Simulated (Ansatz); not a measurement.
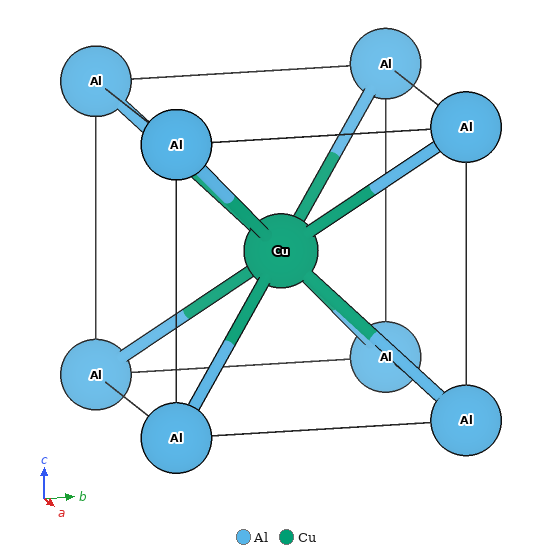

Ball-and-stick representation of a periodic structure, projected slightly off an axis. Thin lines show the conventional unit cell, with boundary atoms drawn in all their periodic places. Cell: a = 2.96 Å, b = 2.96 Å, c = 2.96 Å, α = 90.00°, β = 90.00°, γ = 90.00°.

Origin of the cell: a structure listed in the Materials Project. Earlier steps of the study may have refined or changed the cell and positions. It went into a calculation with Ansatz.

### Caption:

This is AlCu. The atoms follow space group Pm-3m (No. 221); the Bravais lattice is primitive cubic. Prototype: caesium chloride (CsCl, B2) type. There are 2 atoms in the cell: 1 Al, 1 Cu. Al is linked to eight Cu in a cubic arrangement at about 2.6 Å. The neighbours of Cu are eight Al in a cubic arrangement at about 2.6 Å. The bonds build a three-dimensional framework.

Run with Ansatz, DFT r2SCAN, scalar-relativistic, plane waves, PAW and these settings: a kinetic-energy cutoff of 500 eV, k-points on a 14×14×14 grid, Gaussian smearing of 0.1 eV, no spin polarisation.

### Is it conducting or gapped at this level?

A metal: bands cross the Fermi level.

### List the Bader charges.

Al +1.53 e; Cu -1.53 e.

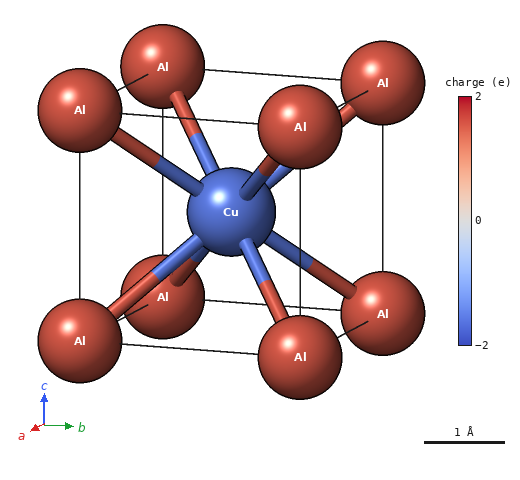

The atoms coloured by those charges. The run's cell of 2 atoms is drawn.

### Do the forces and the stress vanish for this geometry?

Yes. All forces vanish to within 0.01 eV/Å. The pressure is 0.0 GPa, close to zero.
